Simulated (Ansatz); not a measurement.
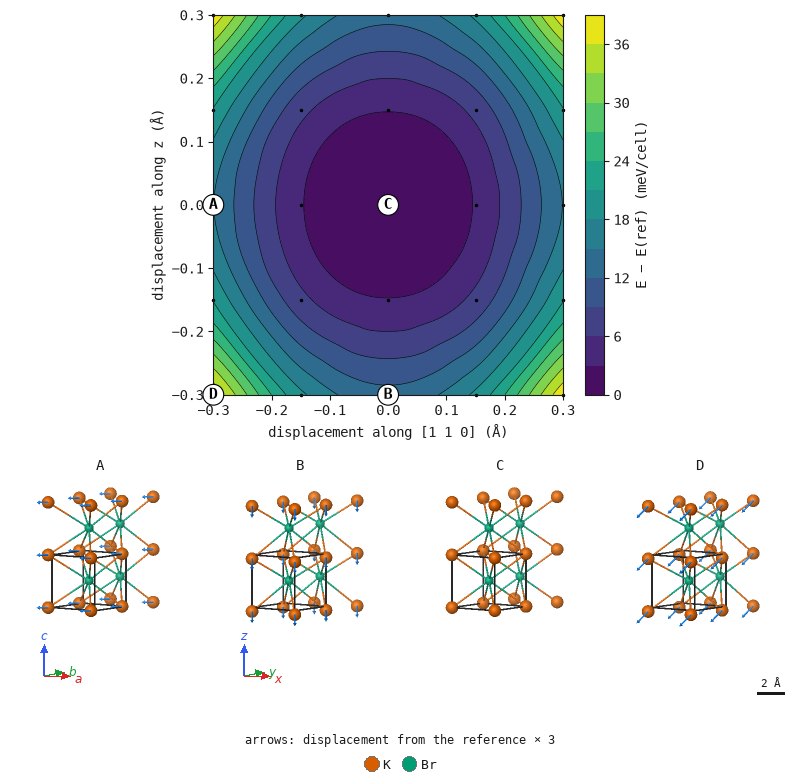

Energy scan for crystalline KBr (Pm-3m), in which the K atom (one in each cell of 2 atoms) is moved over the plane of the Cartesian directions [1 1 0] and z, all else fixed. The map is interpolated between the computed points (dots). The lettered frames are marked on it. A ball-and-stick model of the cell of the calculation, repeated 1 × 2 × 2 with one cell outlined, seen nearly along the normal of the scanned plane. Blue arrows: displacements from the reference.

Computed with Ansatz 0.2.0, DFT LDA, scalar-relativistic, plane waves, PAW. Settings: plane-wave cutoff 420 eV; k-point mesh 6 × 6 × 6; occupations gaussian; smearing width 0.05 eV; no spin polarisation. Energies (free energies at the smearing named) are counted from the cell as listed in its source, which wasn't relaxed.

### Where is the lowest point of the map, and what else does it tell?

In pairs of (displacement along [1 1 0] (Å); displacement along z (Å)): the lowest computed point lies at (0.00, 0.00) (0.0 meV/cell), the highest at (−0.30, −0.30), (0.30, 0.30), (0.30, −0.30), (−0.30, 0.30) (38.4 meV/cell).  Over the ranges scanned the energy rises by about as much along both axes. The frames lie at A (−0.30, 0.00): 15.1 meV/cell, B (0.00, −0.30): 13.0 meV/cell, C (0.00, 0.00): 0.0 meV/cell, D (−0.30, −0.30): 38.4 meV/cell.
